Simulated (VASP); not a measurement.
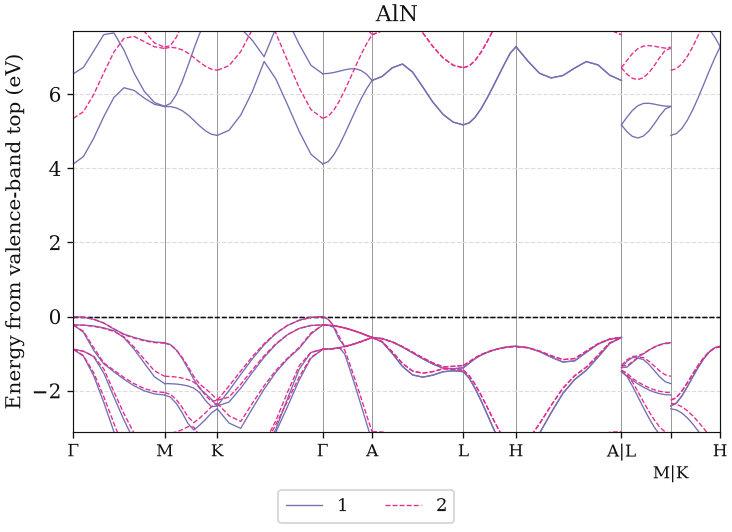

Band structures of wurtzite AlN, space group P6_3mc (No. 186), 4 atoms in the cell (a = 3.113 Å, c = 4.982 Å (hexagonal axes)), by two methods on the same cell. Each is counted from its own valence-band top.

Which curve is which? The methods: TB-mBJ, PBEsol.

1 is PBEsol; 2 is TB-mBJ. PBEsol gives a gap of 4.12 eV along the path and TB-mBJ gives a gap of 5.35 eV along the path.

Settings. PBEsol: VASP PAW PBE potentials, release 64 (Al, N), no spin polarisation, no spin-orbit coupling, 9×9×6 k mesh, 520 eV cutoff, Gaussian smearing of 0.02 eV (VASP 6.6.1). TB-mBJ: VASP PAW PBE potentials, release 64 (Al, N), no spin polarisation, no spin-orbit coupling, 9×9×6 k mesh, 520 eV cutoff, Gaussian smearing of 0.02 eV (VASP 6.6.1).

The PAW data sets were made with another functional. The cell was derived from a database entry in an earlier step, so it needn't be the measured one. LDA, GGA and most meta-GGA functionals understate gaps. TB-mBJ: this is a model potential built to give gaps, with no total energy.
